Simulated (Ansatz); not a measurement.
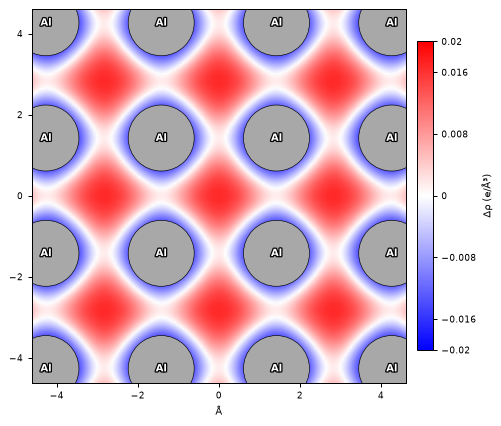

Al. Difference of the valence pseudo-densities of two functionals at the same geometry, on the (110) plane of the calculation cell: r2SCAN less BLYP.

Both computed with Ansatz (plane waves, PAW), on the same k-point mesh. Grey discs cover the atomic cores.

```
CELL_PARAMETERS angstrom
0.00000 2.01122 2.01122
2.01122 0.00000 2.01122
2.01122 2.01122 0.00000
ATOMIC_POSITIONS crystal
Al 0.00000 0.00000 0.00000
```

> Where does the change of functional move the electrons?

Against BLYP, r2SCAN gives less density around Al (−0.007 e/Å³ on average at 1.0 Å from the nucleus) and more density in the space between the atoms (+0.011 e/Å³ on average).
